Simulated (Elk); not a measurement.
# Convergence of the spin moment and free energy of ferromagnetic GaFe3 (Fm-3m) with RKmax in all-electron LDA

We calculate the spin moments and the electronic free energy of ferromagnetic GaFe3 (Fm-3m) with LDA in an all-electron APW+lo basis, raising RKmax from 4.5 to 8.5 at fixed atoms and cell. Iron–gallium alloys are of interest for magnetostrictive sensors and actuators, where both the moment and small energy differences between structures matter. The two need not settle at the same basis size, so a setting that is good enough for one may fail for the other. Free energies are given per atom relative to the run at RKmax 8.5, which is not itself shown to be converged. We also ask what the larger basis costs in processor time.

## Computational details

One system, GaFe3 (Fm-3m), 4 atom(s) a primitive cell, from cells of the Materials Project database (relaxed there by DFT). Elk 11.2.3, all-electron APW+lo with RKmax 4.5 to 8.5, scalar-relativistic valence, Fermi-Dirac smearing of 0.14 eV, k meshes whose coarsest spacing along a reciprocal vector is 0.24 1/Å over all runs (2π included). Functional: LDA, no Hubbard U; collinear spins, no spin-orbit coupling. Atoms and cell are fixed, the moments start parallel, and the RKmax changes together with the plane-wave cutoff of the density and potential (gmaxvr), which rises from 10 to 16 atomic units. Costs are from shared machines (Arm Neoverse V2). Runs that did not converge or carry a known fault are not listed.

Notes on method and selection:

- The reference row is not itself shown to be converged.
- Site moments count the spin inside each program's own atomic sphere, so they depend somewhat on its radius and leave out the spin between the spheres.
- Runs that did not converge, have known faults or may not be shown are not listed, and runs on Ansatz's PAW sets soft_1 and soft_2 are kept to separate tables.

Columns:

- basis: RKmax (mean sphere radius times largest wavevector).
- site moment (μB): largest site spin moment.
- free energy (meV per atom): free energy per atom less its value at the tightest setting.
- net moment (μB): net spin moment per magnetic atom.
- cost (core-s): processor time of the run.

Input lines of one member:

```
tasks
  0
xctype
  3
rgkmax
  8.5
nempty
  14
swidth
  0.005
spinpol
  .true.
ngridk
  8 8 8
```

Command (options for logging and memory left out): `elk`

## The series

| member | basis | site moment (μB) | free energy (meV per atom) | net moment (μB) | cost (core-s) |
| --- | --- | --- | --- | --- | --- |
| 4.5 | 4.5 | 2.253 | 3433.93 | 1.034 | 580 |
| 5.5 | 5.5 | 2.397 | 1177.64 | 1.999 | 320 |
| 6.5 | 6.5 | 2.406 | 317.31 | 1.995 | 320 |
| 7.5 | 7.5 | 2.408 | ? | ? | 300 |
| 8.5 | 8.5 | 2.409 | 0.00 | 1.993 | 350 |

Cells marked ? are withheld until the estimate has been made.

## Why the values move as they do

From RKmax 5.5 upward the moments hardly move. The largest site moment rises by 2.409 − 2.397 = 0.012 μB between 5.5 and 8.5, while the net moment per magnetic atom falls by 1.999 − 1.993 = 0.006 μB.

The free energy settles much later. It drops by 3433.93 − 1177.64 = 2256.29 meV per atom in the first step and by 1177.64 − 317.31 = 860.33 in the second. At 6.5 it is still 317.31 meV per atom above the reference, although both moments are already within 0.003 μB of theirs. A larger basis gives the orbitals more freedom between the spheres and where they join at the sphere surfaces, which lowers the energy. Most of this error is probably common to the two spin channels and so largely cancels in the moment, which depends on the difference in their filling. The density and potential cutoff is the same at 5.5 and 6.5, so the drop between those two runs comes from the larger orbital basis alone. In the other steps both settings change.

The run at 4.5 is a different case. Its net moment of 1.034 μB is about half that of the other runs shown because it settled in another ferromagnetic state, in which the moments of the equivalent pair of iron sites have largely collapsed. The site moment column hides this, since it follows the remaining iron site, which still carries 2.253 μB. A check on the largest moment alone would have missed the change of state.

The larger basis brings no clear penalty in this small cell: 320 core-s at 5.5 and 350 at 8.5 are equal within the uncertainty of shared machines. The smallest basis was the dearest, at 580 core-s, and it took many more self-consistency steps than the next run. For moments, 5.5 is sufficient at the 0.02 μB level; for energies we would use the largest setting, with identical cutoffs and sphere radii in every structure compared.

## A prediction

Plain estimates from the members shown:

- 7.5, straight-line interpolation between 6.5 and 8.5: w = (7.5 − 6.5) / (8.5 − 6.5) = 0.500, so 317.31 + 0.500 × (0.00 − 317.31) = 158.66 meV per atom

The straight-line value of 158.66 meV per atom is too high, because the energy steps shrink quickly as the basis grows. A better start is a constant ratio r between successive unit steps. From 5.5, 6.5 and 8.5, r + r² = 317.31 / 860.33, so r = ((1 + 4 × 317.31 / 860.33)^0.5 − 1) / 2 = 0.2867, and the step from 7.5 to 8.5 is 860.33 × 0.2867² = 70.7 meV per atom.

Tried on the shown member 6.5, using 4.5, 5.5 and 8.5, the same rule reads r + r² + r³ = 1177.64 / 2256.29. This gives r of about 0.35 and a height of about 380 meV per atom, against 317.31 in the table. It overshoots because the ratio itself falls with RKmax.

We therefore let the ratio shrink by a constant factor q at each step. The first ratio is 860.33 / 2256.29 = 0.3813. The two remaining steps must add up to 317.31:

860.33 × 0.3813 × q + 860.33 × 0.3813² × q³ = 317.31

This gives q of about 0.78, and the second term, which is the height of 7.5 above 8.5, is 60 meV per atom.

The different magnetic state at 4.5 enters only through the first ratio. Taking 100 meV per atom off that first step would move the result by about 2. The larger uncertainty is how the ratio falls, and for this we take the distance to the constant-ratio result, 70.7 − 60.2 = 10.5, or about 10 meV per atom.

**Committed estimate, 7.5: free energy = 60 ± 10 meV per atom.**

## The withheld result

| member | basis | site moment (μB) | free energy (meV per atom) | net moment (μB) | cost (core-s) |
| --- | --- | --- | --- | --- | --- |
| 7.5 | 7.5 | 2.408 | 61.31 | 1.991 | 300 |

| member | estimate | free energy (meV per atom) | computed | estimate − computed | miss in error bars |
| --- | --- | --- | --- | --- | --- |
| 7.5 | committed | 60.00 | 61.31 | −1.31 | 0.1 |
| 7.5 | interpolation | 158.66 | 61.31 | +97.34 |  |

free energy (meV per atom) against basis:

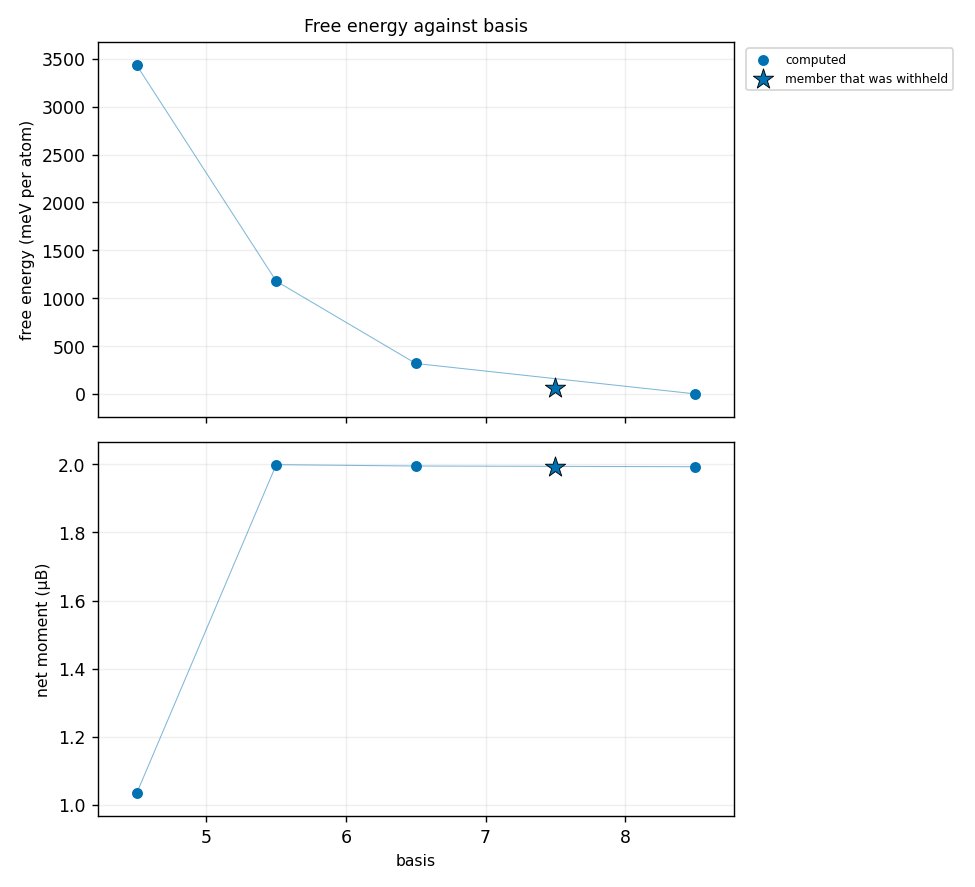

The estimate of 60 ± 10 meV per atom was inside its error bar: the computed value is 61.31, a miss of 1.31. Straight-line interpolation was 97.34 too high, and the constant-ratio rule, at 70.7, was about 9 too high.

The argument that held is that each energy step is a smaller fraction of the one before. The third step is 317.31 − 61.31 = 256.00 meV per atom, so the four steps are 2256.29, 860.33, 256.00 and 61.31, with successive ratios of 860.33 / 2256.29 = 0.381, 256.00 / 860.33 = 0.298 and 61.31 / 256.00 = 0.239. These ratios shrink by factors of 0.298 / 0.381 = 0.78 and 0.239 / 0.298 = 0.80, close to the constant factor of about 0.78 used in the estimate.



## Residuals

Only the run at RKmax 4.5 stands apart. Its net moment per magnetic atom is 1.999 − 1.034 = 0.965 μB below that of the next run, whereas the four larger settings agree within 1.999 − 1.991 = 0.008 μB. The cause is the collapsed moments on the equivalent pair of iron sites, not a gradual basis error in one and the same state. A single run does not settle whether the small basis favours this state in energy or the self-consistency cycle merely ended there.

The free energy at 4.5 gives no sign of the change of state, because a basis error of thousands of meV per atom covers any energy difference between the two magnetic solutions. The height of 3433.93 meV per atom is therefore no measure of how stable the low-moment state is.

## Summary

Between RKmax 5.5 and 8.5 the largest site moment is settled to 0.012 μB, but the free energy is not settled even at the top. The last step still lowers it by 61.31 meV per atom. In this one test, the falling step ratio gave the missing setting to within 2 meV per atom, far closer than a straight line.

In practice, comparing one structure at 7.5 with another at 8.5 would introduce a false difference of about 61 meV per atom, or roughly 6 kJ per mole of atoms.

Two omitted effects probably exceed the remaining basis error in the moment. A gradient-corrected functional typically raises iron moments somewhat, and spin-orbit coupling would add a small orbital moment on iron, parallel to the spin.

[Logs are printed without paths, hosts, clocks, repeated set-up lines and the standing remarks that a program may print on its own settings, such as how far it seeks lower states.]
